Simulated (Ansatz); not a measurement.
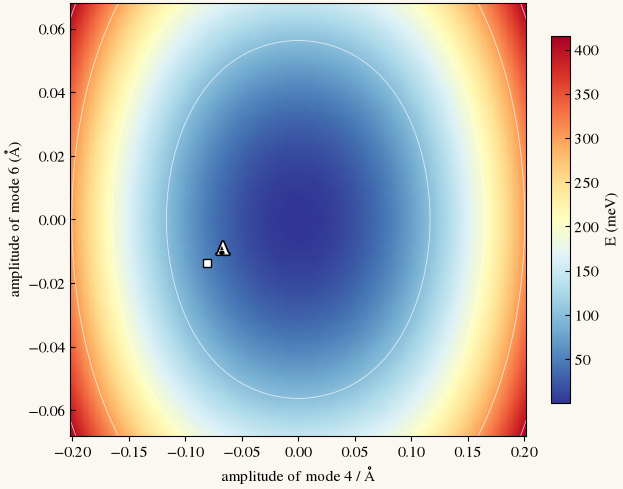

W (Fm-3m, No. 225; 2 atoms in the cell). The energy is mapped over two normal modes frozen in (zone-centre modes of the 2-atom cell of this scan, which folds in the wave vector (0, 1/2, 1/2) of the primitive cell). First axis: amplitude of mode 4 (104 cm⁻¹), largest displacement. Second axis: amplitude of mode 6 (220 cm⁻¹), largest displacement. Nothing is relaxed (the cell and all other modes fixed). Grid: 11 × 11 points; 36 points were computed and 85 follow by symmetry. Points are written as (first, second). All energies are given in meV per cell relative to the lowest grid point. Level of theory: DFT LDA, scalar-relativistic, plane waves, PAW in Ansatz. Settings: cutoff 420 eV, k-mesh 16×16×12 in the order of the run's cell vectors, gaussian smearing 0.15 eV, no spin polarisation.

In the figure: a smooth colour map with a few white contour lines, the point A. Between grid points the surface is interpolated.

**Which way does the force act at A, and how strong is it?**

A, at (−0.081 Å, −0.014 Å), is not a stationary point. The computed force is 1200 meV for each Å towards larger values of the first coordinate and 820 meV for each Å towards larger values of the second coordinate.

PAW datasets: the set soft_1.
